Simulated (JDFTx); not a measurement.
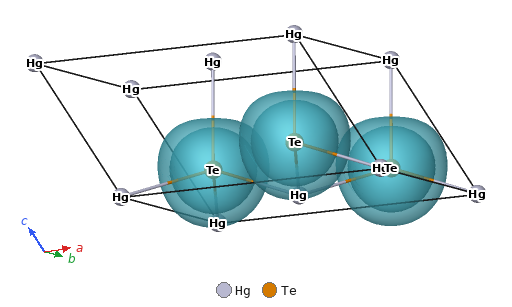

The picture shows: HgTe. Isosurface of the ELF at 0.55 (cyan), seen at an oblique angle. Only the valence region is drawn (cores and ρ < 0.01 e/Å³ removed). Sticks mark near contacts.

Space group P1; changed on purpose from its base cell (atoms moved at random by about 0.05 A).

Method: Kohn-Sham DFT of a periodic cell, PBEsol, PseudoDojo-SR-PBEsol-0.4.1-standard in JDFTx.

Core electrons are replaced by pseudopotentials, and the valence fields are smoothed inside the atomic spheres.

The calculation's input:

```
lattice \
    0.0000000000     6.0745246276     6.0745246276 \
    6.0745246276     0.0000000000     6.0745246276 \
    6.0745246276     6.0745246276     0.0000000000
coords-type Lattice
ion Hg    -0.0026330000     0.0031470000    -0.0044180000 1
ion Te     0.7487260000     0.7522630000     0.7492080000 1

ion-species pseudo/Hg.upf
ion-species pseudo/Te.upf
elec-cutoff 40 320
elec-ex-corr gga-PBEsol
kpoint-folding 7 7 7
elec-smearing Fermi 0.0018374661
elec-n-bands 25
electronic-SCF nIterations 100 energyDiffThreshold 1e-09
electronic-minimize nIterations 30 energyDiffThreshold 1e-7
converge-empty-states yes
forces-output-coords Cartesian

dump-name run.$VAR
dump End Ecomponents EigStats BandEigs Kpoints Forces Stress ElecDensity Dtot KEdensity
```

Command:

```sh
jdftx -c 1 -i HgTe.in -o HgTe.out
```

Below, planes, directions and counts refer to the standardised cell (a = 7.87 Å, b = 4.55 Å, c = 4.55 Å, α = 90.00°, β = 125.26°, γ = 90.00°).

Q: Identify the bonds, lone pairs and shells in this picture.

A: The surface consists of two regions wrapped around Te (the valence shell of each), counted in one cell of 4 atoms. Regions shared between cells count once.

Values along the shortest contacts:
Hg–Te (2.77 Å): the ELF is about 0.40 at the midpoint and 0.25 at its lowest between the atoms (no shared electron pair shows on this line).
